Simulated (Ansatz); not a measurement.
CoPtO$_{2}$

```cif
data_structure
_symmetry_space_group_name_H-M 'P 1'
_symmetry_Int_Tables_number 1
_cell_length_a 2.8548
_cell_length_b 2.8548
_cell_length_c 17.8833
_cell_angle_alpha 90.000
_cell_angle_beta 90.000
_cell_angle_gamma 120.000
_cell_volume 126.22
loop_
_atom_site_label
_atom_site_type_symbol
_atom_site_fract_x
_atom_site_fract_y
_atom_site_fract_z
_atom_site_occupancy
Co1 Co 0.33333 0.66667 0.16667 1
Co2 Co 0.00000 0.00000 0.50000 1
Co3 Co 0.66667 0.33333 0.83333 1
Pt1 Pt 0.00000 0.00000 0.00000 1
Pt2 Pt 0.66667 0.33333 0.33333 1
Pt3 Pt 0.33333 0.66667 0.66667 1
O1 O 0.66667 0.33333 0.22099 1
O2 O 0.33333 0.66667 0.55432 1
O3 O 0.00000 0.00000 0.88765 1
O4 O 0.00000 0.00000 0.11235 1
O5 O 0.66667 0.33333 0.44568 1
O6 O 0.33333 0.66667 0.77901 1
```

Space group R-3m; a structure from a database of computed crystals, not necessarily the ambient phase; computed without spin polarisation.

Method: Ansatz, DFT PBE, scalar-relativistic, plane waves, PAW.

Q: What will maps of the valence pseudo-density and electron localisation function show?

A: Pt–O (2.01 Å): ρ at the midpoint is about 0.85 e/Å³; the ELF peaks at about 0.85 in the valence shell of O, 0.6 Å from its nucleus, and is about 0.20 at the midpoint.

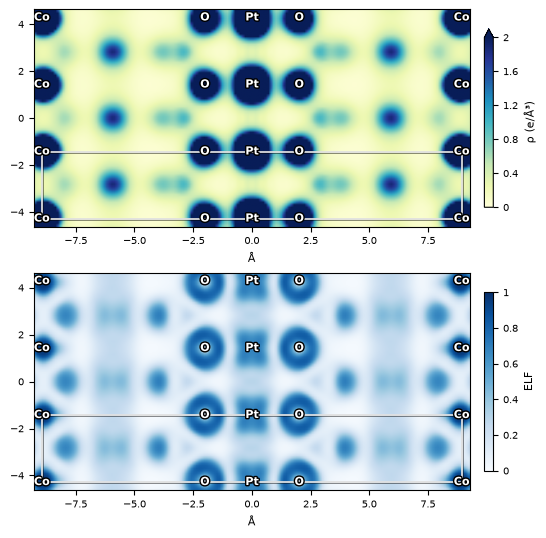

Computed valence pseudo-density and electron localisation function on the (11̄0) plane of the conventional cell, in this order. Atoms just off the plane (Co, 0.8 Å away, Pt, 0.8 Å away and O, 0.8 Å away) can leave unmarked features too.

The density is the valence pseudo-density of a PAW calculation; it isn't the true density close to the nuclei.
